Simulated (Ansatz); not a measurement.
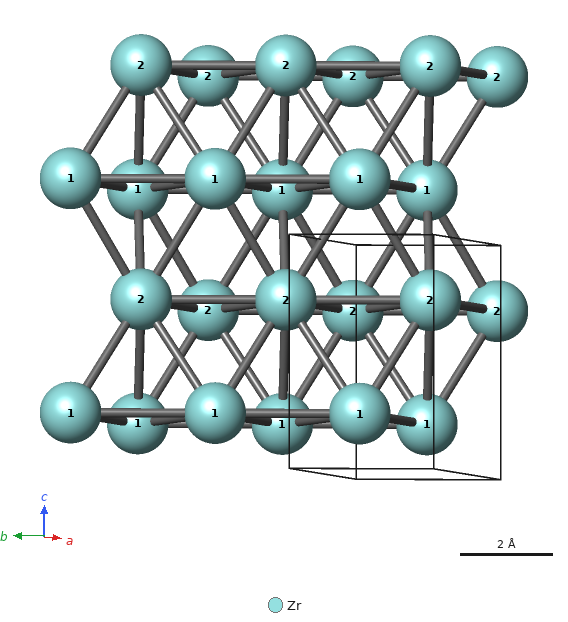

Fig. 1: The input geometry (ball-and-stick view of the cell of the calculation, repeated 2 × 3 × 2, seen at an oblique angle; atoms are numbered from 1 in the order of the input).

Zr: field-gradient calculation

- system: Zr (P6₃/mmc, 2 atoms in the cell)
- method: DFT, PBEsol, PAW with Ansatz's default frozen-core files, scalar-relativistic, no spin polarisation (Ansatz 0.2.0)

The structure derives from an entry of the Crystallography Open Database. It belongs to a series of runs on one base structure; here: equal xx and yy strain of -2 %, PAW files. Figures and captions count atoms from 1; the log counts them from 0 in places.

**The input**
```yaml
crystal:
  lattice:
    - [3.167358258, 0.0, 0.0]
    - [-1.583679129, 2.7430127143, 0.0]
    - [0.0, 0.0, 5.147]
  atoms:
    - { symbol: Zr, position: [0.3333333333, 0.6666666667, 0.25] }
    - { symbol: Zr, position: [0.6666666667, 0.3333333333, 0.75] }
kpoints:
  mp_grid: { grid: [13, 13, 7] }
scf:
  occupations: { method: fermi_dirac, width: 0.08 }
hamiltonian:
  xc: pbesol
  pseudopotentials: { kind: paw }
output:
  forces: true
  stress: true
  eigenvalues: true
  efg: { contact_densities: true }
  write_density: true
  write_potential: true
  elf: true
  volumetric_format: npy
```

Hardware: 1 thread of Intel Xeon (Sapphire Rapids), 64 GiB of memory available, shared host.

Launch command:
```bash
ansatz run input.yaml --threads 1 --pin off --max-ram 3072MiB --backend cpu --events-out ev --progress --plain --runs-dir out
```

**Log**
```
Zr: output.efg is read without spin–orbit coupling, which moves field gradients at and beside such atoms by some per cent and up to a factor of two; PAW files take it under magnetization.noncollinear and magnetization.spin_orbit
Engine: ansatz 0.2.0, x86_64-unknown-linux-gnu
Pseudopotentials: kind: paw
Pseudopotential: Zr, paw, valence charge 12, recommended cutoff 420 eV (normal), Zr.paw.azcp
Functional definition: PBEsol
  exchange = pbesol_x
  correlation = pbesol_c
Crystal: 2 atoms, lattice volume = 44.718 Å³
Basis set: ecut = 420 eV, 881 PW (Γ), exchange–correlation on 48×48×72 points (8 copies of the dense FFT grid, shifted against one another)
Bands: 16, of which v1, the nominal top of the filled ones, is band 12 counted from 1 (11 counted from 0)
Symmetry: 24 space group operations
Space group: P63/mmc (ITA 194), of the structure as read, at distance tolerance 3.5e-5 Å
k-points: 84 of 1183
Non-local potential: Zr, projectors of the file, l = 0: 3, l = 1: 2, l = 2: 2, l = 3: 2
PAW form: soft (Blöchl's): semilocal exchange-correlation on the pseudo side does not see the compensation charge
PAW frozen core: Zr, regenerated for the run's functional, and the local potential with it (the file was generated under x = pbe(κ = 0.804, μ = 0.2195149727645171), c = pbe(β = 0.06672455060314922))
PAW one-centre angular grid: Zr, 590 points (default); XC on 64 Gauss nodes
Initial density: superposition of atomic densities (neutral atoms: chi_scale 0, normalization atom), corrected by the library's trained network
Initial wavefunctions: pseudopotential atomic-orbital guess
Functional: x = pbesol(κ = 0.804, μ = 0.12345679012345678), c = pbesol(β = 0.046)
SCF iter   1: F=—  HF=-8257.292590 eV  |F-HF|=—  |Δ(HF+E_count)|=         —  Δρ=3.29e-3  dr2=1.80e-3  ethr=1.77e-3  ⟨swp⟩=4.8  Hψ=5729  notcnv=0
preconditioner: auto → Kerker (q_TF=auto, 2.459 Å⁻¹)  [metal: Δε(μ)=0.018 eV  Ē_g=3.258 eV  σ=0.080 eV  W_gap=0.06  n_scr=10 (ndim 8)  ℏωp=15.7 eV  f_vac=0.000  D(μ)=2.08/eV (n_scr^D=22)]
SCF iter   2: F=—  HF=-8257.291538 eV  |F-HF|=—  |Δ(HF+E_count)|=   1.05e-3  Δρ=1.91e-3  dr2=5.72e-4  ethr=7.51e-6  ⟨swp⟩=2.7  Hψ=2918  notcnv=0
SCF iter   3: F=—  HF=-8257.291668 eV  |F-HF|=—  |Δ(HF+E_count)|=   1.31e-4  Δρ=1.97e-4  dr2=1.43e-5  ethr=2.38e-6  ⟨swp⟩=2.3  Hψ=1669  notcnv=0
SCF iter   4: F=—  HF=-8257.291663 eV  |F-HF|=—  |Δ(HF+E_count)|=   5.76e-6  Δρ=8.07e-5  dr2=1.84e-6  ethr=5.96e-8  ⟨swp⟩=2.8  Hψ=2312  notcnv=0
iter 5 did not close the SCF: its close was put off for the readings that it lacked (scf_convergence_deferred on its scf_iter line)
SCF iter   5: F=-8257.291662 eV  HF=-8257.291662 eV  |F-HF|=1.30e-8  |Δ(HF+E_count)|=   3.79e-7  Δρ=1.07e-5  dr2=3.88e-8  ethr=7.68e-9  ⟨swp⟩=2.1  Hψ=2204  notcnv=0
SCF iter   6: F=-8257.291662 eV  HF=-8257.291662 eV  |F-HF|=1.68e-9  |Δ(HF+E_count)|=   8.54e-9  Δρ=3.42e-6  dr2=2.98e-9  ethr=1.62e-10  ⟨swp⟩=5.0  Hψ=7410  notcnv=0
SCF 1 converged in 6 iterations: F = -8257.291662 eV  dr2 = 2.98e-9
  greatest PAW one-centre occupation: 0.997 electrons in one spin orbital (limit 2), on the Zr atom at site 1 (counted from 0), in its partial waves of l = 0
```

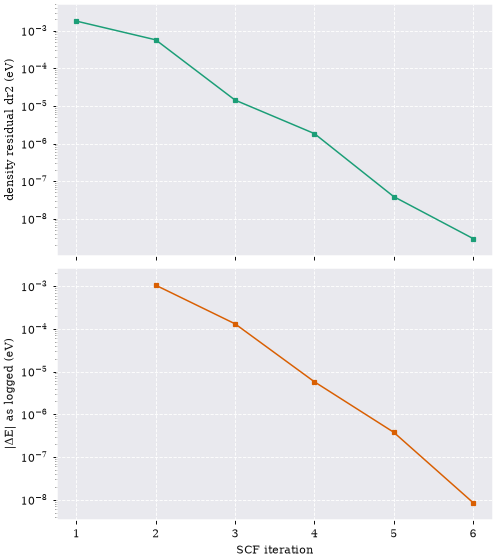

Fig. 2: Convergence of the self-consistent field: density residual dr2 and size of the energy change against the SCF iteration. The residual falls at every step.

```
SCF converged after 6 iterations
Free energy (F): -8257.291662 eV
Harris-Foulkes:  -8257.291662 eV  (|F-HF|=1.68e-9)
Internal energy: -8257.246689 eV  (E = F + TS)
E sigma→0 (E₀):  -8257.269176 eV
Entropy (-TS):   -0.044973 eV (-22.486 meV/atom)
Fermi energy:    14.517725 eV
--- Per-component energies (eV) ---
  E_band       = -178.491015
  E_kinetic    = 667.166579
  E_local      = -1218.436808  (includes V_loc(G=0)·N_el)
  E_nonlocal   = 164.827921
  E_hartree    = 376.345044
  E_xc         = -321.053743
  E_vxc        = -380.878120  (∫ρ·V_xc dr)
  E_paw        = -5800.649312  (= ΣΔE_a)
  E_vpaw       = -163.859367  (= ΣTr[D̂ρ^β])
  E_aug_tail   = 0.000048  (compensation charges beyond the density's cutoff)
  E_ewald      = -2125.777861
  E_core_change = 0.331441  (= ΣΔE_core)
  E_smearing   = -0.044973  (= −TS)
  E_closure    = 0.000000  (closes the sum)
  Σ components = -8257.291662   (vs F -8257.291662, Δ=0.00e0)
--- Forces (eV/Å), atoms counted from 1 ---
  atom   1  Zr     0.00000000     0.00000000     0.00000000
  atom   2  Zr     0.00000000    -0.00000000     0.00000000
  max |Σ_I F_I| component: 6.94e-18 eV/Å
--- Stress (GPa, compression-positive) ---
        0.673925       0.000000       0.000000
        0.000000       0.673925       0.000000
        0.000000       0.000000      -0.094145
  P = ⅓ Tr σ = 0.4179 GPa (4.179 kbar)
--- PAW observables at the nuclei: V_zz in 10²¹ V/m², potentials from the cell's mean, atoms counted from 1 ---
  atom   1  Zr V_zz =    +3.365763   η = 0.0000   by run symmetry: allowed
            electrostatic potential = -5929.112599 V   contact ρ = 489731.756716 e/Å³
  atom   2  Zr V_zz =    +3.365763   η = 0.0000   by run symmetry: allowed
            electrostatic potential = -5929.112599 V   contact ρ = 489731.756716 e/Å³
--- Band table (eV; the first three rows and the last of 84) ---
  k-point 0: bands = ["-34.1012", "-33.9297", "-12.7111", "-11.7175", "-11.7175", "-11.5980", "-11.5720", "-11.5720", "8.8036", "11.3825", "15.3897", "15.4367", "15.4367", "15.7216", "16.1232", "16.1232"]
  k-point 1: bands = ["-34.0929", "-33.9384", "-12.6597", "-11.7103", "-11.7103", "-11.6574", "-11.5793", "-11.5793", "8.9774", "11.3720", "15.2616", "15.3645", "15.3645", "15.4089", "16.0046", "16.0046"]
  k-point 2: bands = ["-34.0694", "-33.9625", "-12.5137", "-11.8210", "-11.6903", "-11.6903", "-11.5996", "-11.5996", "9.4656", "11.2552", "14.8077", "14.9398", "15.2780", "15.2780", "15.7375", "15.7375"]
  k-point 83: bands = ["-33.8955", "-33.8919", "-12.4680", "-12.4617", "-12.2373", "-12.1673", "-11.7989", "-11.7810", "12.7577", "12.8445", "13.4371", "13.4431", "14.4961", "14.6099", "16.3864", "16.8639"]
```

**File rho_z.tsv**
```
# z_ang	rho[e/angstrom^3]
# format = ansatz-planar-average/11
# lattice	3.167358258	0.000000000	0.000000000
# lattice	-1.583679129	2.743012714	0.000000000
# lattice	0.000000000	0.000000000	5.147000000
# sites	2
# site	40	0.000000000	1.828675143	1.286750000
# site	40	1.583679129	0.914337571	3.860250000
0.000000	1.785344e-1
0.142972	1.858301e-1
0.285944	2.127069e-1
0.428917	2.748750e-1
0.571889	3.903311e-1
0.714861	5.587592e-1
0.857833	7.452818e-1
1.000806	8.952572e-1
1.143778	9.775656e-1
1.286750	1.000862e0
1.429722	9.775656e-1
1.572694	8.952572e-1
1.715667	7.452818e-1
1.858639	5.587592e-1
2.001611	3.903311e-1
2.144583	2.748750e-1
2.287556	2.127069e-1
2.430528	1.858301e-1
2.573500	1.785344e-1
2.716472	1.858301e-1
2.859444	2.127069e-1
3.002417	2.748750e-1
3.145389	3.903311e-1
3.288361	5.587592e-1
3.431333	7.452818e-1
3.574306	8.952572e-1
3.717278	9.775656e-1
3.860250	1.000862e0
4.003222	9.775656e-1
4.146194	8.952572e-1
4.289167	7.452818e-1
4.432139	5.587592e-1
4.575111	3.903311e-1
4.718083	2.748750e-1
4.861056	2.127069e-1
5.004028	1.858301e-1
```

**File v_z.tsv**
```
# z_ang	v_es[eV]	v_tot[eV]
# format = ansatz-planar-average/11
# xc	pbesol
# density_cutoff_ev	1680
# datasets	Zr=:simpson_from_first_knot:soft:shift=-755746
# lattice	3.167358258	0.000000000	0.000000000
# lattice	-1.583679129	2.743012714	0.000000000
# lattice	0.000000000	0.000000000	5.147000000
# sites	2
# site	40	0.000000000	1.828675143	1.286750000
# site	40	1.583679129	0.914337571	3.860250000
0.000000	1.420804e1	4.856286e0
0.142972	1.387488e1	4.480291e0
0.285944	1.284589e1	3.223309e0
0.428917	1.101915e1	8.896400e-1
0.571889	8.260287e0	-2.604256e0
0.714861	4.827378e0	-6.884354e0
0.857833	1.350899e0	-1.117599e1
1.000806	-1.562226e0	-1.473839e1
1.143778	-3.480473e0	-1.705584e1
1.286750	-4.151247e0	-1.785778e1
1.429722	-3.480473e0	-1.705584e1
1.572694	-1.562226e0	-1.473839e1
1.715667	1.350899e0	-1.117599e1
1.858639	4.827378e0	-6.884354e0
2.001611	8.260287e0	-2.604256e0
2.144583	1.101915e1	8.896400e-1
2.287556	1.284589e1	3.223309e0
2.430528	1.387488e1	4.480291e0
2.573500	1.420804e1	4.856286e0
2.716472	1.387488e1	4.480291e0
2.859444	1.284589e1	3.223309e0
3.002417	1.101915e1	8.896400e-1
3.145389	8.260287e0	-2.604256e0
3.288361	4.827378e0	-6.884354e0
3.431333	1.350899e0	-1.117599e1
3.574306	-1.562226e0	-1.473839e1
3.717278	-3.480473e0	-1.705584e1
3.860250	-4.151247e0	-1.785778e1
4.003222	-3.480473e0	-1.705584e1
4.146194	-1.562226e0	-1.473839e1
4.289167	1.350899e0	-1.117599e1
4.432139	4.827378e0	-6.884354e0
4.575111	8.260287e0	-2.604256e0
4.718083	1.101915e1	8.896400e-1
4.861056	1.284589e1	3.223309e0
5.004028	1.387488e1	4.480291e0
```

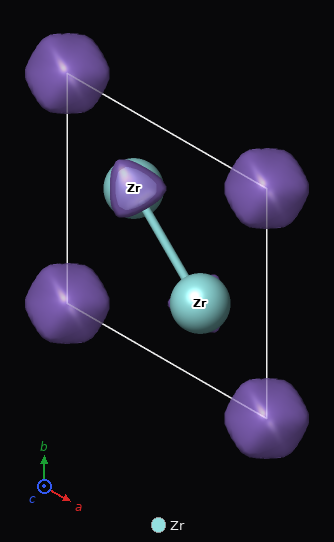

Fig. 3: Isosurface of the ELF at 0.55 (purple), seen along the c axis. Core shells and regions of very low density are left out. Sticks mark near contacts. The outline is the cell set on symmetry axes. Values along the shortest contacts: Zr–Zr (3.16 Å): the ELF is about 0.20 at the midpoint (no shared electron pair). The fields are those of the smooth PAW valence density.

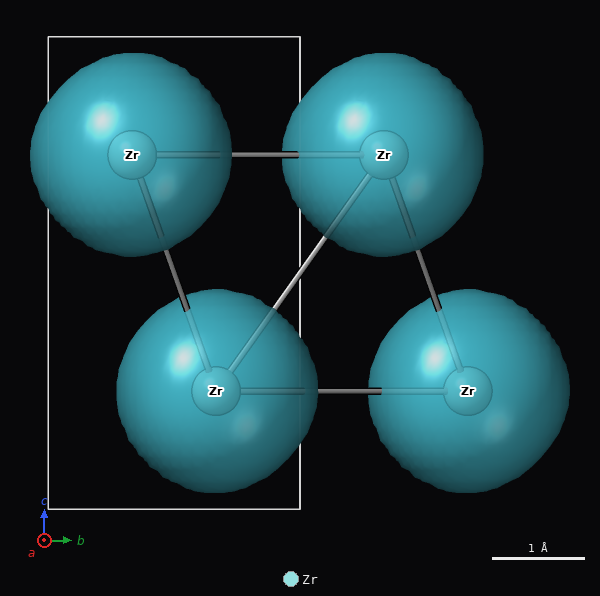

Fig. 4: Isosurface of the valence charge density (pseudo) at 0.4 e/Å³ (cyan), seen along the a axis. Sticks mark near contacts. The outline is the cell set on symmetry axes. At this value the density breaks into separate islands; it holds about 70 % of the electrons treated as valence (semicore included). It is pinched off along the Zr–Zr (3.16 Å) contacts. On the grid the lowest density along these lines, outside the cores, is 0.18 e/Å³ (Zr–Zr, 3.16 Å).

**Results in brief**

- outcome: converged
- space group (tolerance 0.01 Å): P6₃/mmc (194)
- electrons treated: 24
- free energy: −8257.2917 eV
- Fermi energy: 14.518 eV
- pressure: 0.42 GPa
- field gradient V_zz (10²¹ V/m²): Zr 3.37, Zr 3.37
- largest force (length of the vector): under 0.001 eV/Å
- wall time: 4.3 s
- peak memory: 0.44 GiB

**Remarks**

Warnings of the run: the field gradients leave out spin–orbit coupling.
